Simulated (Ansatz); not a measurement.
## Co: an electron-density study

Space group P6_3/mmc; the calculation finds a residual pressure of about −14 GPa at this fixed cell; spin-polarised. Net moment 3.3 μB in the 2-atom cell of the calculation; other magnetic orders weren't tried. So large a residual pressure suggests that the database cell is idealised or belongs to other conditions.

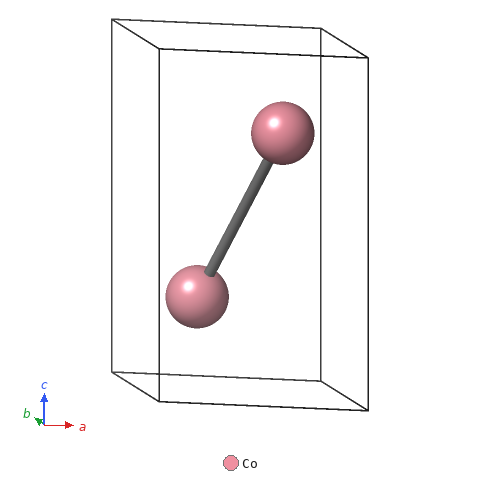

The conventional cell.

The calculation's input:

```
crystal:
  lattice:
    - [2.5074, 0.0, 0.0]
    - [-1.2537, 2.1714720974, 0.0]
    - [0.0, 0.0, 4.0699]
  atoms:
    - { symbol: Co, position: [0.3333333333, 0.6666666667, 0.25], spin: 3.0 }
    - { symbol: Co, position: [0.6666666667, 0.3333333333, 0.75], spin: 3.0 }
magnetization:
  spin_polarized: true
basis:
  ecutwfc: 420
  fft_grid_basis: typed
kpoints:
  mp_grid: { grid: [15, 15, 8] }
hamiltonian:
  xc: pbesol
scf:
  occupations: { method: gaussian, width: 0.05 }
output:
  forces: true
  stress: true
  eigenvalues: true
  bader: true
  write_density: true
  volumetric_format: npy
  populations: true
  elf: true
```

Launched as:

```sh
ansatz run input.yaml --threads 2 --pin off --max-ram 4096MiB --backend cpu --events-out ev --progress --plain --runs-dir out
```

The picture shows the conventional cell (a = 2.51 Å, b = 2.51 Å, c = 4.07 Å, α = 90.00°, β = 90.00°, γ = 120.00°).

Method: DFT PBEsol, scalar-relativistic, plane waves, PAW (Ansatz 0.2.0).

Core electrons are frozen (PAW), so the maps are meaningful between the atoms, not at the nuclei.

### 1. Bonding charge

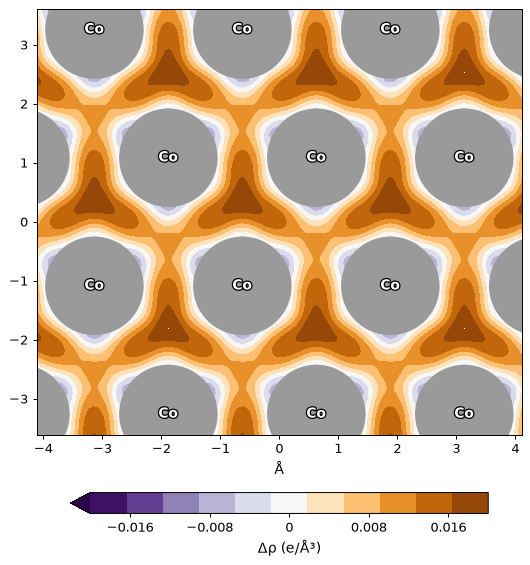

Deformation density (self-consistent density less superposed neutral spherical atoms): a map on the (001) plane of the conventional cell, with grey discs over the atomic cores. Cores are masked to 0.8 Å (Co).

Question: Describe the bonding charge.

Answer: Co–Co (2.50 Å): Δρ is +0.017 e/Å³ at the midpoint.
- Over the whole cell, outside the masked cores, the largest gain, 0.02 e/Å³, lies 1.4 Å from a cobalt nucleus, and the largest loss, 0.018 e/Å³, lies 0.9 Å from a cobalt nucleus.
- In all about 0.06 e an atom is rearranged against the free atoms.

### 2. States by energy

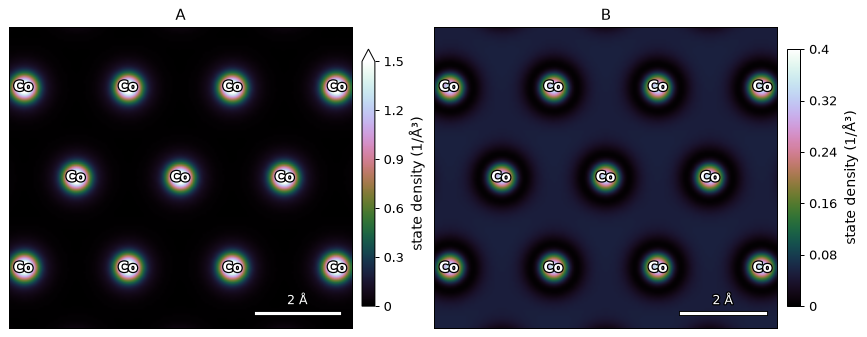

Co: densities of the states in two energy windows, on the (001) plane of the conventional cell.

Question: Match the panels to the energy ranges (zero at the Fermi level): −9.0 to −6.0 eV and 0.0 to +1.2 eV.

Answer: Panel A: 0.0 to +1.2 eV, the empty states just over the Fermi level, mainly Co 3d (95 %).
Panel B: −9.0 to −6.0 eV, the lower third of the occupied valence band, mainly Co 4s (95 %).
The characters are Löwdin shares on a minimal set of atomic orbitals.

### 3. Change of volume

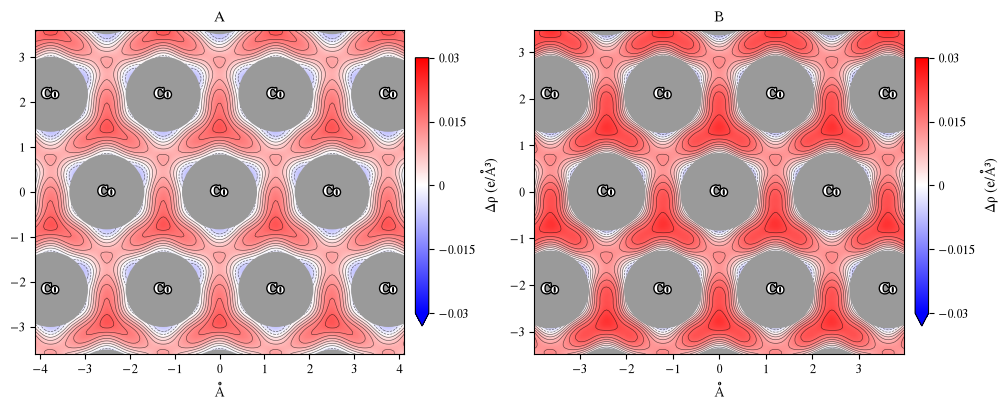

Co: deformation density on the (001) plane of the conventional cell at two volumes, with the same fractional coordinates and one colour scale. Grey discs cover the cores. Panel B has 90 % of the volume of panel A.

Question: What changes between the database cell and the scaled one?

Answer: From A to B, Co–Co goes from 2.50 to 2.41 Å, and Δρ at its midpoint from +0.017 to +0.02 e/Å³.
- The pressure is −14 GPa in A and 11 GPa in B.
- The rearranged charge is 0.06 e an atom in A and 0.07 e in B.
- The net moment is 3.29 μB a cell in A and 3.11 μB in B.

### 4. Moving an atom

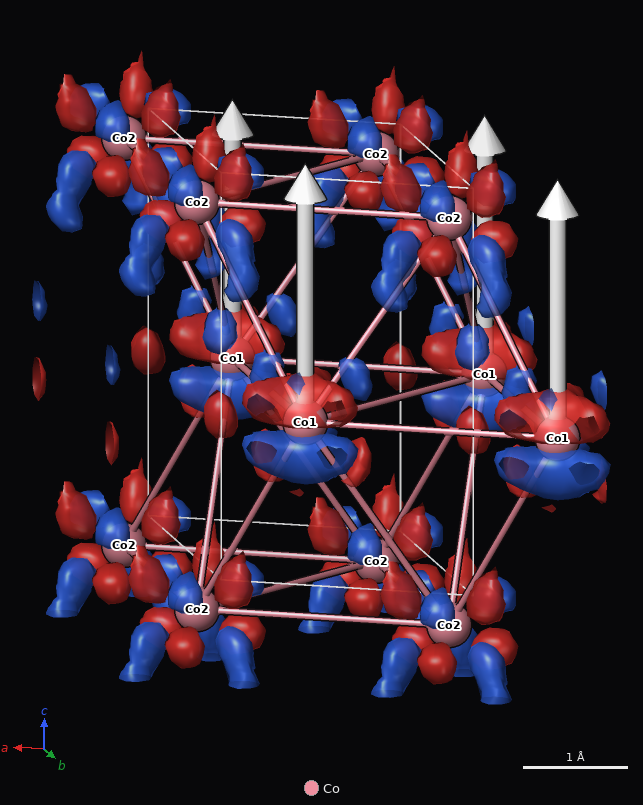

*Co1 was moved by 0.10 Å along [0 0 1] in the axes of the cell drawn (arrow, not to scale). Change of the density less the rigid motion of the neutral atom's own density: blue surfaces at +0.015 and red ones at −0.015 e/Å³, in the cell of the calculation (origin moved) seen at an oblique angle.*

Question: How do the electrons respond beyond following the atom?

Answer: About 0.06 e is rearranged in the cell. Outside the cores the largest gain lies at the edge of the masked core of Co, and the largest loss lies there too, on other sides.

Question: What restoring force does the calculation give for this move?

Answer: The force on it changes by 0.54 eV/Å along the move, against it: a stiffness of about 5.4 eV/Å² for this sublattice shift.

### 5. Putting it together

The two pressures give a mean stiffness −ΔP/Δln V of about 231 GPa over this range, with the atoms held at their fractional positions.

Run times: 13 s (base cell), 3.4 s (state densities), 13 s (scaled cell) and 17 s (moved atom), on 2 threads of Intel(R) Xeon(R) Platinum 8375C CPU @ 2.90GHz (Ice Lake), on a shared host.
